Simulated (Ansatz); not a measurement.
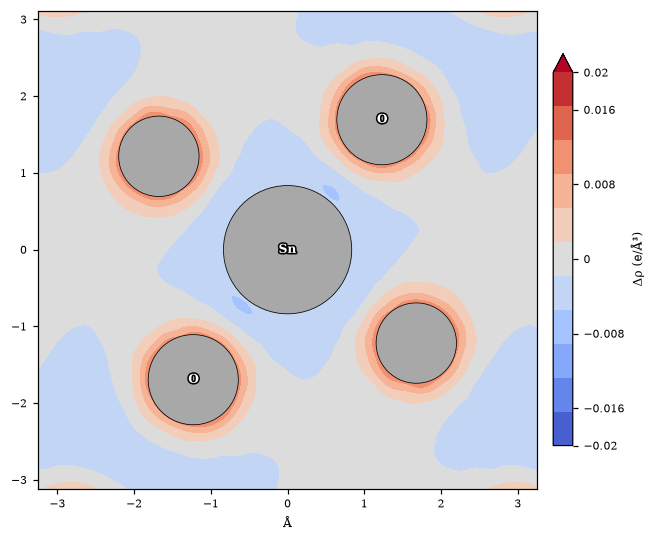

SnO2. Difference of the valence pseudo-densities of two functionals at the same geometry, on the (010) plane of the calculation cell: one of PBE and PBEsol less the other.

Space group P4₂/mnm; a structure generated by program, which may or may not match a known phase.

Both computed with Ansatz (plane waves, PAW), on the same k-point mesh. Grey discs cover the atomic cores.

### Which was subtracted from which, and what does the map show?

It is PBE less PBEsol. Against PBEsol, PBE gives less density around Sn (−0.004 e/Å³ on average at 1.0 Å from the nucleus) and a change of −0.005 e/Å³ at the midpoint of Sn–O.
